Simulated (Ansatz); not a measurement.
SnGe$_{15}$

SnGe$_{15}$, 64 atoms, a = 11.47 Å, b = 11.47 Å, c = 11.47 Å, α = 90.00°, β = 90.00°, γ = 90.00°.

Space group F-43m; a generated structure, not necessarily the stable one.

Method: DFT PBEsol, scalar-relativistic, plane waves, PAW (Ansatz).

The density is the valence pseudo-density of a PAW calculation; it isn't the true density close to the nuclei.

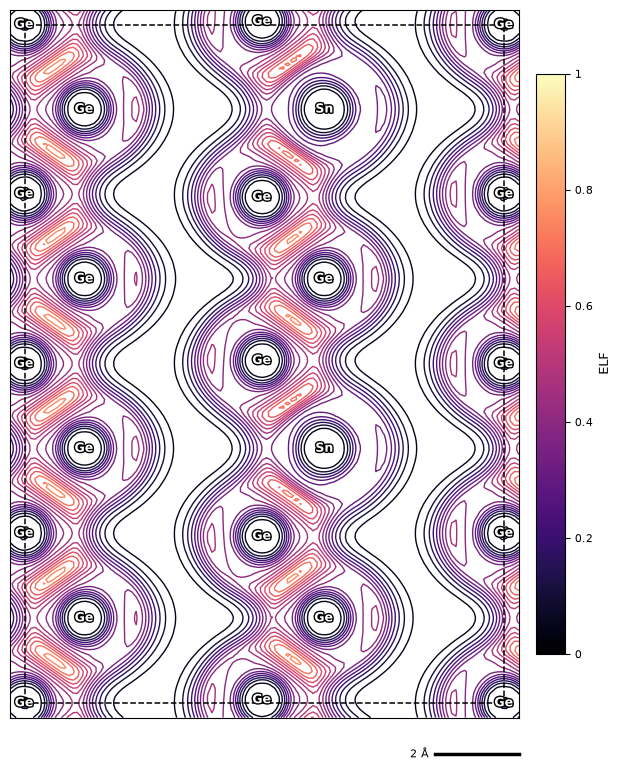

Figure 1. Electron localisation function on the (101) plane of the conventional cell.

**Describe what can be read from this map.**

- The plane passes through Ge and Sn nuclei.
- Ge–Ge (2.45 Å): the ELF peaks at about 0.75 between the atoms.
- Sn–Ge (2.57 Å): the ELF peaks at about 0.70 between the atoms.

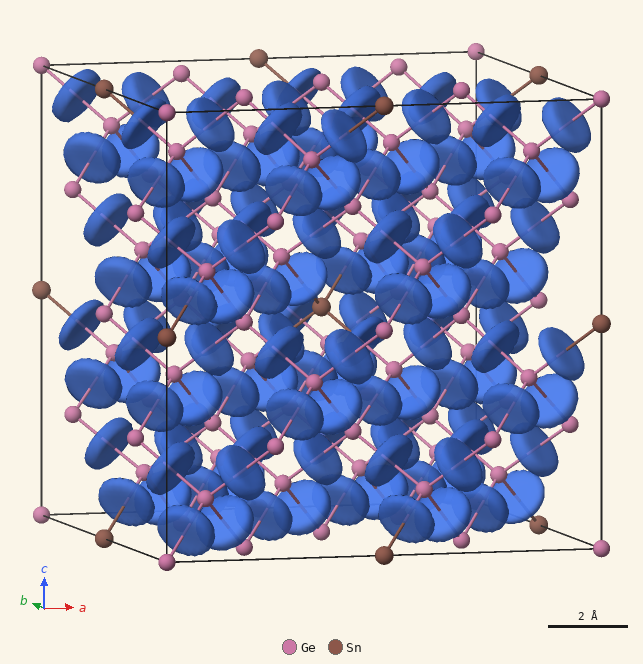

Figure 2. Isosurface of the electron localisation function at 0.6 (blue), seen slightly off an axis. Core shells and regions of very low density are left out. Sticks mark near contacts.

**What do the ELF domains correspond to?**

The ELF exceeds this value in 112 regions between bonded Ge–Ge atoms and 16 regions between bonded Ge–Sn atoms, counted in one cell of 64 atoms. Any copies at cell faces, edges or corners count once.

**Metal or insulator at this level of theory?**

It is gapless in this calculation (a metal or semimetal).
